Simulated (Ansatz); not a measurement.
System: ZrS₂, space group P-3m1 (No. 164).

The given structure:
```yaml
crystal:
  lattice:
    - [3.69138, 0.00000, 0.00000]
    - [-1.84569, 3.19683, 0.00000]
    - [0.00000, 0.00000, 6.04108]
  atoms:
    - { symbol: Zr, position: [0.00000, 0.00000, 0.00000] }
    - { symbol: S, position: [0.33333, 0.66667, 0.23791] }
    - { symbol: S, position: [0.66667, 0.33333, 0.76209] }
```

Calculation (Ansatz 0.2.0): all-electron LAPW DFT, no spin polarisation; energies at scaled volumes of the given cell, shape and fractions fixed, counted from the fit's minimum, third-order Birch-Murnaghan fit. Level: LDA.

```csv
setting,value
k mesh,8×8×5
occupations,Fermi–Dirac
smearing width,0.05 eV
potentials,"all electron LAPW, scalar relativistic"
program settings,basis error eV/atom 0.002
```

What does the calculation give for the energy and pressure against volume? The volume takes the values 22.34, 22.81, 23.29, 23.76, 24.24, 24.71, 25.19 Å³/atom.

A third-order Birch–Murnaghan fit gives V0 = 22.59 Å³/atom, B0 = 99.4 GPa and B′ = 4.1. The energy is 0.92 meV/atom at volume 22.34 Å³/atom and 76.80 meV/atom at 25.19 Å³/atom; the lowest computed point is at volume 22.81 Å³/atom (0.65 meV/atom), in a single well. The pressure falls from 1.16 GPa at volume 22.34 Å³/atom to −8.65 GPa at 25.19 Å³/atom, and changes sign near 22.60 Å³/atom.

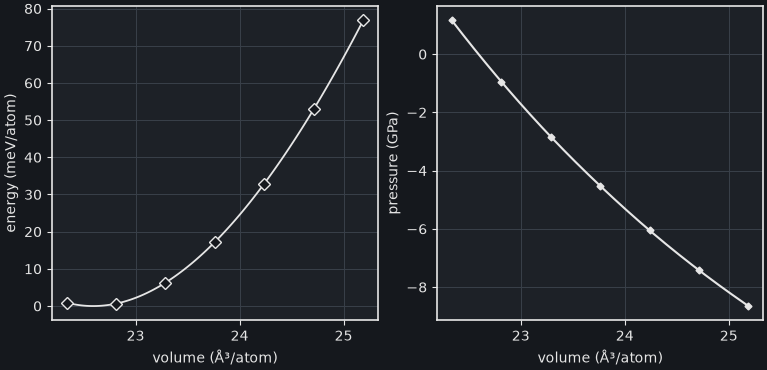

Caveats: shape and atomic fractions are frozen while scaling, which makes layered, chain and framework solids too stiff.
